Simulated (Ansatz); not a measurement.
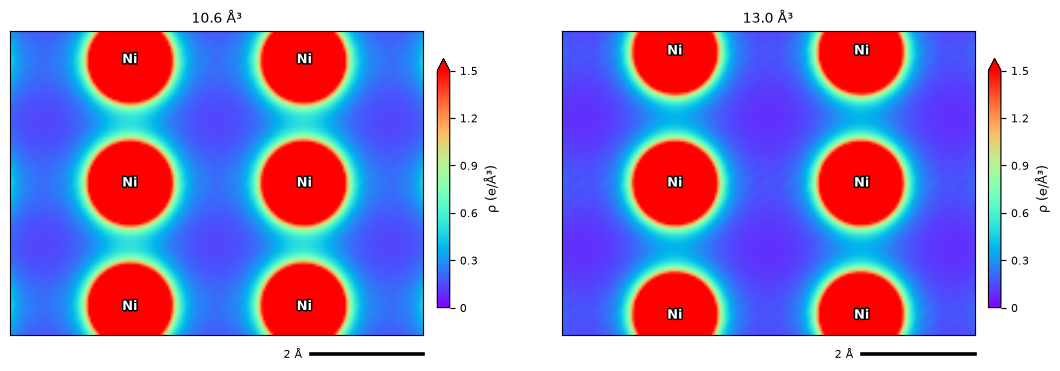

Ni. The valence charge density (pseudo) of cells scaled evenly to different volumes (given per atom above each panel), on the (101̄) plane of each (indices in the axes of the cell below), at one length scale and on one colour scale.

A generated structure, not necessarily the stable one; spin-polarised.

Theory: Ansatz, DFT, m-r2SCAN, plane waves (500 eV) with PAW, scalar-relativistic.

Core electrons are frozen (PAW), and the valence fields are smoothed inside the atomic spheres.

The largest cell:

```
Ni
1.0
     0.00000    2.34999    2.34999
     2.34999    0.00000    2.34999
     2.34999    2.34999    0.00000
Ni
2
Direct
  0.00000 0.00000 0.00000
  0.50000 0.50000 0.50000
```

| volume (Å³/atom) | Ni–Ni contact in the plane (Å) | ρ at its midpoint (e/Å³) | pressure (GPa) | largest moment (μB) | 
| --- | --- | --- | --- | --- |
| 10.57 | 2.195 | 0.509 | 29.3 | 0.34 | 
| 11.54 | 2.260 | ? | ? | ? | 
| 12.98 | 2.350 | 0.376 | −10.2 | 0.47 | 

Q: Estimate the missing row, and compare with the calculation.

A: Over the known rows ln ρ falls by 1.95 per Å of Ni–Ni distance (the line through the two), which gives 0.448 e/Å³ at 2.260 Å; the calculation gives 0.449 e/Å³. For the pressure, a straight line in volume between the neighbouring rows gives 13.4 GPa; the calculation gives 7.9, lower because pressure rises ever faster on compression. For the largest moment, a straight line in volume between the neighbouring rows gives 0.39 μB; the calculation gives 0.40.
